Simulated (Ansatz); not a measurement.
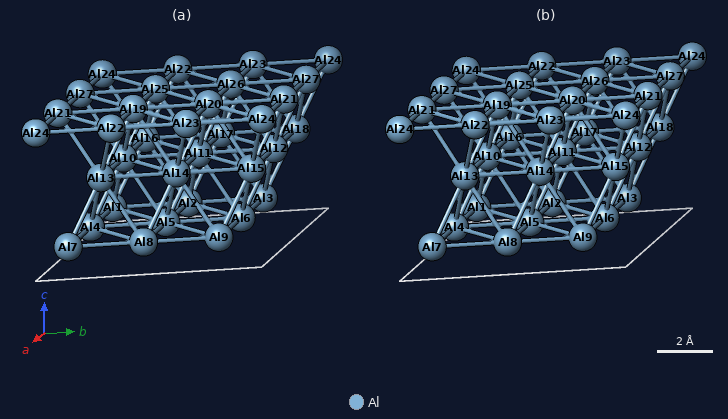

The structure of a slab of composition Al (cut from the Fm-3m phase) before (left) and after (right) a constrained relaxation, at one scale.

Style: ball-and-stick. Shown: the cell of the calculation, outlined in the plane, without the vacuum, slightly off an axis.

Case: clean slab, lower planes held. The slab is the (1 1 1) face of Al. 9 atoms are held fixed.

Theory: DFT PBE+D3(BJ), scalar-relativistic, plane waves, PAW (Ansatz). Settings: plane-wave cutoff 420 eV; k-point mesh 3 × 3 × 1; occupations gaussian; smearing width 0.1 eV; no spin polarisation; dipole correction; atoms relaxed in a fixed cell; force threshold 0.03 eV/Å; at most 70 steps.

What changed between the two?

Over 1 accepted move (2 points after the start) the energy falls by 0.119 eV per cell of the calculation. The largest force component goes from 0.18 to 0.017 eV/Å. 1 step only repeated the SCF at the same geometry. The largest moves, 0.13 Å, are those of 9 atoms (Al19, Al20, Al21, Al22 and others). Al19 goes along the normal (+c). The cell doesn't change. Near-neighbour distances that change, for instance: Al10–Al19 2.816 → 2.871 Å.
